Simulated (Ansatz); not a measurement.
Consider AlGa₃As₄.

Input

```
crystal:
  lattice:
    - [-2.8351983275, 2.8351983275, 5.6705050153]
    - [2.8351983275, -2.8351983275, 5.6705050153]
    - [2.8351983275, 2.8351983275, -5.6705050153]
  atoms:
    - { symbol: Al, position: [0.0, 0.0, 0.0] }
    - { symbol: As, position: [0.3748847073, 0.3748847073, 0.5000326767] }
    - { symbol: Ga, position: [0.75, 0.25, 0.5] }
    - { symbol: As, position: [0.1251479694, 0.6251152927, 0.0] }
    - { symbol: Ga, position: [0.5, 0.5, 0.0] }
    - { symbol: As, position: [0.8748520306, 0.8748520306, 0.4999673233] }
    - { symbol: Ga, position: [0.25, 0.75, 0.5] }
    - { symbol: As, position: [0.6251152927, 0.1251479694, 0.0] }
kpoints:
  mp_grid: { grid: [6, 6, 6] }
  band_path:
    path:
      - [0.0, 0.0, 0.0]
      - [0.0, 0.0, 0.5]
      - [0.25, 0.25, 0.25]
      - [0.0, 0.5, 0.0]
      - [0.5, 0.5, -0.5]
      - [0.3124976113, 0.6875023887, -0.3124976113]
      - [-0.3124976113, 0.3124976113, 0.3124976113]
      - [-0.1249952227, 0.1249952227, 0.5]
      - [0.5, 0.5, -0.1249952227]
    npoints: 1
hamiltonian:
  xc: pbe
scf:
  occupations: { method: fermi_dirac, width: 0.02 }
  n_extra_bands: 12
magnetization:
  noncollinear: true
  spin_orbit: true
output:
  forces: true
  stress: true
  eigenvalues: true
  write_density: true
  write_potential: true
  elf: true
  volumetric_format: npy
```

Launched as:

```sh
ansatz run input.yaml --threads 4 --pin off --max-ram 6451MiB --backend cpu --events-out ev --progress --plain --runs-dir out
```

Below, planes, directions and counts refer to the conventional cell (a = 5.67 Å, b = 5.67 Å, c = 11.34 Å, α = 90.00°, β = 90.00°, γ = 90.00°).

Space group I-42m; started from the ordered alloy on zincblende lattice prototype, which need not be the ambient phase; computed pressure about 3 GPa in this cell.

All numbers below come from Ansatz 0.2.0, DFT, PBE with spin-orbit coupling, plane waves, PAW.

### What will maps of the valence pseudo-density and electron localisation function show?

Ga–As (2.45 Å): ρ is about 0.49 e/Å³ halfway; the ELF peaks at about 0.80 between the atoms: a shared electron pair.
Al–As (2.45 Å): the density is about 0.48 e/Å³ at the midpoint; the ELF peaks at about 0.90 between the atoms: localised, covalent bonding.

### Does the calculation make it a metal, or give it a gap?

It is gapped, with a Kohn–Sham gap of 0.72 eV on the k-point mesh, an upper bound to the gap of this method.

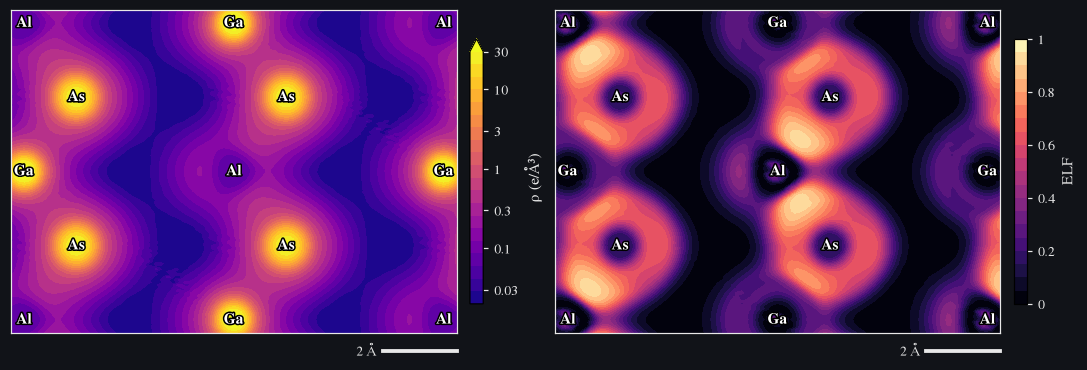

Computed valence pseudo-density and electron localisation function on the (11̄0) plane of the conventional cell, in this order. 

The density is the valence pseudo-density of a PAW calculation; it isn't the true density close to the nuclei.
